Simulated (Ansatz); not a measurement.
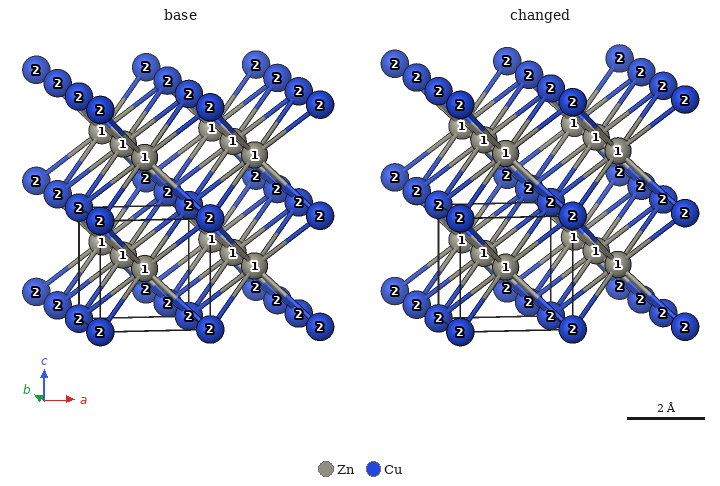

Left: a crystal of ZnCu (built on the ZnCu-type type). Right: the same structure after one change, at the same scale. The picture is a ball-and-stick view of the cell of the calculation, repeated 2 × 3 × 2 with one cell outlined, seen slightly off an axis.

Theory: DFT r2SCAN, scalar-relativistic, plane waves, PAW (Ansatz 0.2.0). Set-up: plane-wave cutoff 500 eV; k-point mesh 12 × 12 × 12; occupations gaussian; smearing width 0.05 eV; no spin polarisation.

**What distinguishes the right structure from the left one?**

All lengths are scaled by +2.3 % (volume +7.0 %), the atoms keeping their fractional coordinates. No relaxation follows.

**How do the computed properties respond?**

Among the bonded contacts that change: Cu–Zn 2.529 → 2.586 Å. The space group stays Pm-3m (No. 221). It costs 22.3 meV per atom. The pressure goes from 0.0 to −7.7 GPa. All forces vanish by symmetry. It is metallic before and after.
